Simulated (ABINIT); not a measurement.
## PbTe: phonon calculation (part 2 of 3)

PbTe (Fm-3m, 2 atoms in the cell); Kohn-Sham DFT of a periodic cell, PBE, spin-orbit coupling, JTH PAW PBE v2.0 sp, no spin polarisation (ABINIT 10.8.3); cutoff 299.33 eV, 4×4×4 k-mesh, fixed occupations. The structure derives from an entry of the Crystallography Open Database.

Geometry of the input (Å; fractional positions):
```
0.0000  3.2310  3.2310
3.2310  0.0000  3.2310
3.2310  3.2310  0.0000
Pb 0.0000  0.0000  0.0000
Te 0.5000  0.5000  0.5000
```

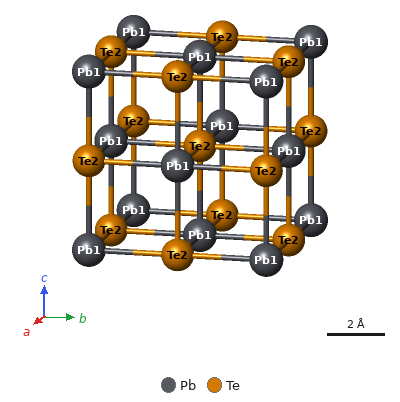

The structure as given in the input (ball-and-stick view of the cell 4 times as large as that of the calculation, set on its symmetry axes, seen slightly off an axis; atoms are numbered from 1 in the order of the input).

**The program's output, continued**
```
--- !EnergyTerms
iteration_state     : {dtset: 1, }
comment             : Components of total free energy in Hartree
kinetic             :  3.69489995968086E+00
hartree             :  7.55313270485896E-01
xc                  : -8.19266930810661E+00
Ewald energy        : -1.19036213324628E+01
psp_core            :  3.31723216018202E+00
local_psp           : -8.60922941336812E-01
PAW spherical_terms :  1.13003486983508E+00
total_energy        : -1.20597333217224E+01
total_energy_eV     : -3.28162061440916E+02
...

--- !EnergyTermsDC
iteration_state     : {dtset: 1, }
comment             : '"Double-counting" decomposition of free energy'
band_energy         : -3.28958908697528E+00
Ewald energy        : -1.19036213324628E+01
psp_core            :  3.31723216018202E+00
xc_dc               : -3.79395048339610E+00
PAW spherical_terms :  3.61019541795861E+00
total_energy_dc     : -1.20597333246936E+01
total_energy_dc_eV  : -3.28162061521766E+02
...

--- !EnergyTermsWithPAWCore
iteration_state     : {dtset: 1, }
comment             : 'Components of total free energy, including PAW core contributions'
Total energy        : -2.76766786885686E+04
Total energy DC     : -2.76766786885716E+04
Total energy (eV)   : -7.53120793800552E+05
Total energy DC (eV): -7.53120793800633E+05
...

 Cartesian components of stress tensor (hartree/bohr^3)
  sigma(1 1)= -7.19383697E-05  sigma(3 2)=  0.00000000E+00
  sigma(2 2)= -7.19383697E-05  sigma(3 1)=  0.00000000E+00
  sigma(3 3)= -7.19383697E-05  sigma(2 1)=  0.00000000E+00

-Cartesian components of stress tensor (GPa)         [Pressure=  2.1165E+00 GPa]
- sigma(1 1)= -2.11649991E+00  sigma(3 2)=  0.00000000E+00
- sigma(2 2)= -2.11649991E+00  sigma(3 1)=  0.00000000E+00
- sigma(3 3)= -2.11649991E+00  sigma(2 1)=  0.00000000E+00

================================================================================
== DATASET  2 ==================================================================

--- !DatasetInfo
iteration_state: {dtset: 2, }
dimensions: {natom: 2, nkpt: 256, mband: 10, nsppol: 1, nspinor: 2, nspden: 1, mpw: 803, }
cutoff_energies: {ecut:  11.0, pawecutdg:  22.0, }
electrons: {nelect:   1.00000000E+01, charge:   0.00000000E+00, occopt:   1.00000000E+00, tsmear:   1.00000000E-02, }
meta: {optdriver: 1, rfelfd: 2, }
...

 mkfilename : getwfk/=0, take file _WFK from output of DATASET   1.

 Exchange-correlation functional for the present dataset will be:
  GGA: Perdew-Burke-Ernzerhof functional - ixc=11
  J.P.Perdew, K.Burke, M.Ernzerhof, PRL 77, 3865 (1996)

 Real(R)+Recip(G) space primitive vectors, cartesian coordinates (Bohr,Bohr^-1):
 R(1)=  0.0000000  6.1057051  6.1057051  G(1)= -0.0818906  0.0818906  0.0818906
 R(2)=  6.1057051  0.0000000  6.1057051  G(2)=  0.0818906 -0.0818906  0.0818906
 R(3)=  6.1057051  6.1057051  0.0000000  G(3)=  0.0818906  0.0818906 -0.0818906
 Unit cell volume ucvol=  4.5523691E+02 bohr^3
 Angles (23,13,12)=  6.00000000E+01  6.00000000E+01  6.00000000E+01 degrees
 setup1 : take into account q-point for computing boxcut.

 Coarse grid specifications (used for wave-functions):

 getcut: wavevector=  0.0000  0.0000  0.0000  ngfft=  27  27  27
         ecut(hartree)=     11.000   => boxcut(ratio)=   2.01977

 Fine grid specifications (used for densities):

 getcut: wavevector=  0.0000  0.0000  0.0000  ngfft=  40  40  40
         ecut(hartree)=     22.000   => boxcut(ratio)=   2.19398
--------------------------------------------------------------------------------

 ==>  initialize data related to q vector <==

 The list of irreducible perturbations for this q vector is:
    1)    idir= 1    ipert=   3
    2)    idir= 2    ipert=   3
    3)    idir= 3    ipert=   3

================================================================================

--------------------------------------------------------------------------------
 Perturbation wavevector (in red.coord.)   0.000000  0.000000  0.000000
 Perturbation : derivative vs k along direction   1
 The set of symmetries contains only one element for this perturbation.
 symkpt : not enough symmetry to change the number of k points.

--------------------------------------------------------------------------------

--------------------------------------------------------------------------------

 Initialisation of the first-order wave-functions :
  ireadwf=   0

--- !BeginCycle
iteration_state: {dtset: 2, }
solver: {iscf: -3, nstep: 80, nline: 4, wfoptalg: 10, }
tolerances: {tolwfr: 1.00E-18, }
...

     iter   2DEtotal(Ha)        deltaE(Ha) residm    vres2
-ETOT  1  -11.479019529803     -1.148E+01 1.474E+00 0.000E+00
 ETOT  2  -11.933296504125     -4.543E-01 2.016E-01 0.000E+00
 ETOT  3  -11.997117446303     -6.382E-02 2.034E-02 0.000E+00
 ETOT  4  -12.010774916576     -1.366E-02 1.560E-02 0.000E+00
 ETOT  5  -12.014305505815     -3.531E-03 2.168E-03 0.000E+00
 ETOT  6  -12.015301465908     -9.960E-04 1.812E-03 0.000E+00
 ETOT  7  -12.015598947653     -2.975E-04 2.782E-04 0.000E+00
 ETOT  8  -12.015691353773     -9.241E-05 2.207E-04 0.000E+00
 ETOT  9  -12.015720997552     -2.964E-05 3.584E-05 0.000E+00
 ETOT 10  -12.015730734560     -9.737E-06 2.704E-05 0.000E+00
 ETOT 11  -12.015734000376     -3.266E-06 4.655E-06 0.000E+00
 ETOT 12  -12.015735111510     -1.111E-06 3.364E-06 0.000E+00
 ETOT 13  -12.015735494527     -3.830E-07 6.050E-07 0.000E+00
 ETOT 14  -12.015735627649     -1.331E-07 4.219E-07 0.000E+00
 ETOT 15  -12.015735674280     -4.663E-08 7.852E-08 0.000E+00
 ETOT 16  -12.015735690689     -1.641E-08 5.325E-08 0.000E+00
 ETOT 17  -12.015735696490     -5.801E-09 1.017E-08 0.000E+00
 ETOT 18  -12.015735698546     -2.056E-09 6.751E-09 0.000E+00
 ETOT 19  -12.015735699276     -7.304E-10 1.314E-09 0.000E+00
 ETOT 20  -12.015735699536     -2.600E-10 8.586E-10 0.000E+00
 ETOT 21  -12.015735699629     -9.266E-11 1.695E-10 0.000E+00
 ETOT 22  -12.015735699662     -3.307E-11 1.095E-10 0.000E+00
 ETOT 23  -12.015735699674     -1.178E-11 2.184E-11 0.000E+00
 ETOT 24  -12.015735699678     -4.196E-12 1.398E-11 0.000E+00
 ETOT 25  -12.015735699680     -1.545E-12 2.811E-12 0.000E+00
 ETOT 26  -12.015735699680     -5.063E-13 1.787E-12 0.000E+00
 ETOT 27  -12.015735699680     -2.078E-13 3.615E-13 0.000E+00
 ETOT 28  -12.015735699680     -1.013E-13 2.287E-13 0.000E+00
 ETOT 29  -12.015735699680      1.776E-15 4.647E-14 0.000E+00
 ETOT 30  -12.015735699680      0.000E+00 2.930E-14 0.000E+00
 ETOT 31  -12.015735699680     -7.105E-15 5.972E-15 0.000E+00
 ETOT 32  -12.015735699680     -8.882E-15 3.754E-15 0.000E+00
 ETOT 33  -12.015735699680     -1.243E-14 7.673E-16 0.000E+00
 ETOT 34  -12.015735699680      1.243E-14 4.813E-16 0.000E+00
 ETOT 35  -12.015735699680      1.421E-14 9.856E-17 0.000E+00
 ETOT 36  -12.015735699680     -8.882E-15 6.172E-17 0.000E+00
 ETOT 37  -12.015735699680     -8.882E-15 1.266E-17 0.000E+00
 ETOT 38  -12.015735699680     -1.954E-14 7.917E-18 0.000E+00
 ETOT 39  -12.015735699680      1.243E-14 1.626E-18 0.000E+00
 ETOT 40  -12.015735699680      2.309E-14 1.016E-18 0.000E+00
 ETOT 41  -12.015735699680     -3.553E-15 9.953E-19 0.000E+00

 At SCF step   41   max residual=  9.95E-19 < tolwfr=  1.00E-18 =>converged.
================================================================================

 ----iterations are completed or convergence reached----

 Mean square residual over all n,k,spin=   65.116E-20; max=  99.530E-20
 dfpt_looppert : ek2=    1.5884712017E+01
          f-sum rule ratio=    1.1602029940E+00
 Expectation of eigenvalue derivatives (hartree) for nkpt= 256  k points:
  (in case of degenerate eigenvalues, averaged derivative)
 kpt#   1, nband= 10, wtk=  0.00391, kpt= -0.1250 -0.2500  0.0000 (reduced coord)
  -0.02236   -0.02236   -0.03292   -0.03292    0.15404    0.15404    0.16823    0.16823
   0.19565    0.19565
 prteigrs : prtvol=0 or 1, do not print more k-points.

 2DEtotal=   -0.1201573570E+02 Ha. Also 2DEtotal=   -0.326964825154E+03 eV
    (  non-var. 2DEtotal :   -1.2015735697E+01 Ha)

--------------------------------------------------------------------------------
 Perturbation wavevector (in red.coord.)   0.000000  0.000000  0.000000
 Perturbation : derivative vs k along direction   2
 The set of symmetries contains only one element for this perturbation.
 symkpt : not enough symmetry to change the number of k points.

--------------------------------------------------------------------------------

--------------------------------------------------------------------------------

 Initialisation of the first-order wave-functions :
  ireadwf=   0

--- !BeginCycle
iteration_state: {dtset: 2, }
solver: {iscf: -3, nstep: 80, nline: 4, wfoptalg: 10, }
tolerances: {tolwfr: 1.00E-18, }
...

     iter   2DEtotal(Ha)        deltaE(Ha) residm    vres2
-ETOT  1  -11.479019529695     -1.148E+01 1.474E+00 0.000E+00
 ETOT  2  -11.933296504018     -4.543E-01 2.016E-01 0.000E+00
 ETOT  3  -11.997117446196     -6.382E-02 2.034E-02 0.000E+00
 ETOT  4  -12.010774916470     -1.366E-02 1.560E-02 0.000E+00
 ETOT  5  -12.014305505709     -3.531E-03 2.168E-03 0.000E+00
 ETOT  6  -12.015301465802     -9.960E-04 1.812E-03 0.000E+00
 ETOT  7  -12.015598947547     -2.975E-04 2.782E-04 0.000E+00
 ETOT  8  -12.015691353667     -9.241E-05 2.207E-04 0.000E+00
 ETOT  9  -12.015720997447     -2.964E-05 3.584E-05 0.000E+00
 ETOT 10  -12.015730734455     -9.737E-06 2.704E-05 0.000E+00
 ETOT 11  -12.015734000270     -3.266E-06 4.655E-06 0.000E+00
 ETOT 12  -12.015735111405     -1.111E-06 3.364E-06 0.000E+00
 ETOT 13  -12.015735494421     -3.830E-07 6.050E-07 0.000E+00
 ETOT 14  -12.015735627544     -1.331E-07 4.219E-07 0.000E+00
 ETOT 15  -12.015735674175     -4.663E-08 7.852E-08 0.000E+00
 ETOT 16  -12.015735690584     -1.641E-08 5.325E-08 0.000E+00
 ETOT 17  -12.015735696385     -5.801E-09 1.017E-08 0.000E+00
 ETOT 18  -12.015735698440     -2.056E-09 6.751E-09 0.000E+00
 ETOT 19  -12.015735699171     -7.304E-10 1.314E-09 0.000E+00
 ETOT 20  -12.015735699431     -2.600E-10 8.586E-10 0.000E+00
 ETOT 21  -12.015735699523     -9.262E-11 1.695E-10 0.000E+00
 ETOT 22  -12.015735699556     -3.307E-11 1.095E-10 0.000E+00
 ETOT 23  -12.015735699568     -1.176E-11 2.184E-11 0.000E+00
 ETOT 24  -12.015735699572     -4.256E-12 1.398E-11 0.000E+00
 ETOT 25  -12.015735699574     -1.492E-12 2.811E-12 0.000E+00
 ETOT 26  -12.015735699574     -5.702E-13 1.787E-12 0.000E+00
 ETOT 27  -12.015735699575     -1.865E-13 3.615E-13 0.000E+00
 ETOT 28  -12.015735699575     -5.329E-14 2.287E-13 0.000E+00
 ETOT 29  -12.015735699575     -3.553E-14 4.647E-14 0.000E+00
 ETOT 30  -12.015735699575     -3.553E-15 2.930E-14 0.000E+00
 ETOT 31  -12.015735699575      2.842E-14 5.972E-15 0.000E+00
 ETOT 32  -12.015735699575     -2.132E-14 3.754E-15 0.000E+00
 ETOT 33  -12.015735699575     -1.066E-14 7.673E-16 0.000E+00
 ETOT 34  -12.015735699575      1.776E-14 4.813E-16 0.000E+00
 ETOT 35  -12.015735699575     -7.105E-15 9.856E-17 0.000E+00
 ETOT 36  -12.015735699575      0.000E+00 6.172E-17 0.000E+00
 ETOT 37  -12.015735699575      3.553E-15 1.266E-17 0.000E+00
 ETOT 38  -12.015735699575      0.000E+00 7.917E-18 0.000E+00
 ETOT 39  -12.015735699575     -3.553E-15 1.626E-18 0.000E+00
 ETOT 40  -12.015735699575      7.105E-15 1.016E-18 0.000E+00
 ETOT 41  -12.015735699575     -7.105E-15 9.953E-19 0.000E+00

 At SCF step   41   max residual=  9.95E-19 < tolwfr=  1.00E-18 =>converged.
================================================================================

 ----iterations are completed or convergence reached----

 Mean square residual over all n,k,spin=   65.116E-20; max=  99.530E-20
 dfpt_looppert : ek2=    1.5884712017E+01
          f-sum rule ratio=    1.1602029939E+00
 Expectation of eigenvalue derivatives (hartree) for nkpt= 256  k points:
  (in case of degenerate eigenvalues, averaged derivative)
 kpt#   1, nband= 10, wtk=  0.00391, kpt= -0.1250 -0.2500  0.0000 (reduced coord)
  -0.11969   -0.11969    0.25530    0.25530   -0.01517   -0.01517    0.00913    0.00913
   0.13537    0.13537
 prteigrs : prtvol=0 or 1, do not print more k-points.

 2DEtotal=   -0.1201573570E+02 Ha. Also 2DEtotal=   -0.326964825151E+03 eV
    (  non-var. 2DEtotal :   -1.2015735696E+01 Ha)

--------------------------------------------------------------------------------
 Perturbation wavevector (in red.coord.)   0.000000  0.000000  0.000000
 Perturbation : derivative vs k along direction   3
 The set of symmetries contains only one element for this perturbation.
 symkpt : not enough symmetry to change the number of k points.

--------------------------------------------------------------------------------

--------------------------------------------------------------------------------

 Initialisation of the first-order wave-functions :
  ireadwf=   0

--- !BeginCycle
iteration_state: {dtset: 2, }
solver: {iscf: -3, nstep: 80, nline: 4, wfoptalg: 10, }
tolerances: {tolwfr: 1.00E-18, }
...

     iter   2DEtotal(Ha)        deltaE(Ha) residm    vres2
-ETOT  1  -11.479019529586     -1.148E+01 1.474E+00 0.000E+00
 ETOT  2  -11.933296503911     -4.543E-01 2.016E-01 0.000E+00
 ETOT  3  -11.997117446090     -6.382E-02 2.034E-02 0.000E+00
 ETOT  4  -12.010774916364     -1.366E-02 1.560E-02 0.000E+00
 ETOT  5  -12.014305505603     -3.531E-03 2.168E-03 0.000E+00
 ETOT  6  -12.015301465696     -9.960E-04 1.812E-03 0.000E+00
 ETOT  7  -12.015598947441     -2.975E-04 2.782E-04 0.000E+00
 ETOT  8  -12.015691353562     -9.241E-05 2.207E-04 0.000E+00
 ETOT  9  -12.015720997341     -2.964E-05 3.584E-05 0.000E+00
 ETOT 10  -12.015730734349     -9.737E-06 2.704E-05 0.000E+00
 ETOT 11  -12.015734000164     -3.266E-06 4.655E-06 0.000E+00
 ETOT 12  -12.015735111299     -1.111E-06 3.364E-06 0.000E+00
 ETOT 13  -12.015735494316     -3.830E-07 6.050E-07 0.000E+00
 ETOT 14  -12.015735627438     -1.331E-07 4.219E-07 0.000E+00
 ETOT 15  -12.015735674069     -4.663E-08 7.852E-08 0.000E+00
 ETOT 16  -12.015735690478     -1.641E-08 5.325E-08 0.000E+00
 ETOT 17  -12.015735696279     -5.801E-09 1.017E-08 0.000E+00
 ETOT 18  -12.015735698335     -2.056E-09 6.751E-09 0.000E+00
 ETOT 19  -12.015735699065     -7.305E-10 1.314E-09 0.000E+00
 ETOT 20  -12.015735699325     -2.599E-10 8.586E-10 0.000E+00
 ETOT 21  -12.015735699418     -9.268E-11 1.695E-10 0.000E+00
 ETOT 22  -12.015735699451     -3.307E-11 1.095E-10 0.000E+00
 ETOT 23  -12.015735699463     -1.178E-11 2.184E-11 0.000E+00
 ETOT 24  -12.015735699467     -4.173E-12 1.398E-11 0.000E+00
 ETOT 25  -12.015735699468     -1.544E-12 2.811E-12 0.000E+00
 ETOT 26  -12.015735699469     -4.938E-13 1.787E-12 0.000E+00
 ETOT 27  -12.015735699469     -2.540E-13 3.615E-13 0.000E+00
 ETOT 28  -12.015735699469     -3.375E-14 2.287E-13 0.000E+00
 ETOT 29  -12.015735699469     -2.842E-14 4.647E-14 0.000E+00
 ETOT 30  -12.015735699469      2.309E-14 2.930E-14 0.000E+00
 ETOT 31  -12.015735699469     -3.375E-14 5.972E-15 0.000E+00
 ETOT 32  -12.015735699469      1.066E-14 3.754E-15 0.000E+00
 ETOT 33  -12.015735699469     -1.421E-14 7.673E-16 0.000E+00
 ETOT 34  -12.015735699469      3.020E-14 4.813E-16 0.000E+00
 ETOT 35  -12.015735699469     -4.441E-14 9.856E-17 0.000E+00
 ETOT 36  -12.015735699469      4.619E-14 6.172E-17 0.000E+00
 ETOT 37  -12.015735699469     -1.599E-14 1.266E-17 0.000E+00
 ETOT 38  -12.015735699469      2.309E-14 7.917E-18 0.000E+00
 ETOT 39  -12.015735699469     -1.421E-14 1.626E-18 0.000E+00
 ETOT 40  -12.015735699469      2.132E-14 1.016E-18 0.000E+00
 ETOT 41  -12.015735699469     -1.243E-14 9.953E-19 0.000E+00

 At SCF step   41   max residual=  9.95E-19 < tolwfr=  1.00E-18 =>converged.
================================================================================

 ----iterations are completed or convergence reached----

 Mean square residual over all n,k,spin=   65.116E-20; max=  99.530E-20
 dfpt_looppert : ek2=    1.5884712017E+01
          f-sum rule ratio=    1.1602029939E+00
 Expectation of eigenvalue derivatives (hartree) for nkpt= 256  k points:
  (in case of degenerate eigenvalues, averaged derivative)
 kpt#   1, nband= 10, wtk=  0.00391, kpt= -0.1250 -0.2500  0.0000 (reduced coord)
   0.07102    0.07102   -0.11119   -0.11119   -0.06943   -0.06943   -0.08868   -0.08868
  -0.16551   -0.16551
 prteigrs : prtvol=0 or 1, do not print more k-points.
```
